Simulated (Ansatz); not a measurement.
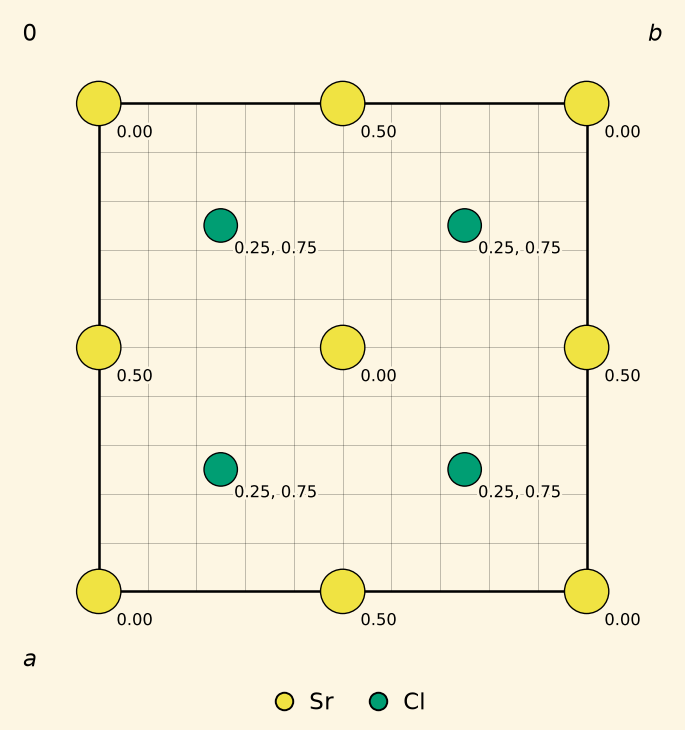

Plan of a unit cell projected along c (a down the page, b across); the numbers are heights as fractions of c, and atoms on the cell's edges are repeated. The grid marks tenths of a and b. Source: coordinates from a relaxation with DFT LDA, scalar-relativistic, plane waves, PAW in Ansatz 0.2.0; the starting structure was generated, so it need not be a known form of this composition. Symmetry computed with spglib at a tolerance of 0.002 Å; standard conventional cell.

a = 6.793 Å, b = 6.793 Å, c = 6.793 Å, α = 90.00°, β = 90.00°, γ = 90.00°.

### What does the cell contain?

4 Sr, 8 Cl: SrCl2, Z = 4.

### Which space group?

Fm-3m (No. 225), face-centred cubic.

### Give the fractional coordinates of all atoms, to two places.

```tsv
atom	x	y	z
Sr	0.00	0.00	0.00
Cl	0.25	0.75	0.75
Cl	0.25	0.25	0.75
Sr	0.00	0.50	0.50
Cl	0.25	0.25	0.25
Cl	0.25	0.75	0.25
Sr	0.50	0.00	0.50
Cl	0.75	0.75	0.25
Cl	0.75	0.25	0.25
Sr	0.50	0.50	0.00
Cl	0.75	0.25	0.75
Cl	0.75	0.75	0.75
```
